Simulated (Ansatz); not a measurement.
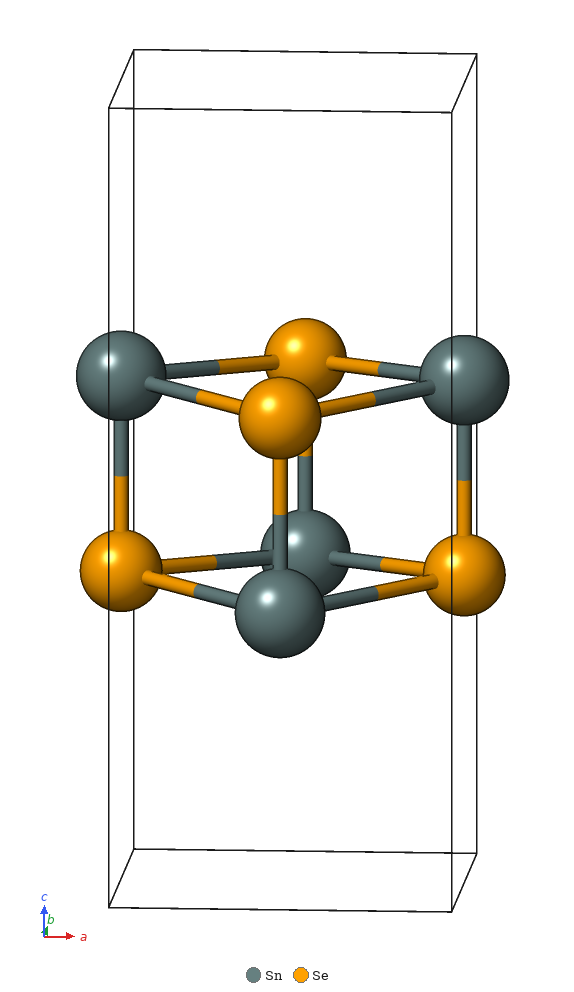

Structure drawing (ball-and-stick), viewed from the side at a slight tilt. One simulation cell is outlined, and atoms on its boundary appear in each equivalent place.

SnSe, a = 4.41 Å, b = 4.41 Å, c = 10.40 Å, α = 90.00°, β = 90.00°, γ = 90.00°.

Results below were computed with DFT r2SCAN, scalar-relativistic, plane waves, PAW (Ansatz); the settings were E_cut = 500 eV, the zone sampled with 8×8×4 points, Gaussian smearing of 0.05 eV, no spin polarisation.

> How large a gap does the method give, if there is one?

A semiconductor at this level, with a gap of 1.47 eV on the k-mesh (the true edges may lie between mesh points, so the gap can be somewhat smaller).

Its origin is a structure listed in the Materials Project. The cell was then strained or its atoms displaced on purpose. It went into a calculation with Ansatz.

At this level of theory the cell isn't at rest (forces up to 1.0 eV/Å), so its distances can differ from those at equilibrium, the more so the softer the solid.
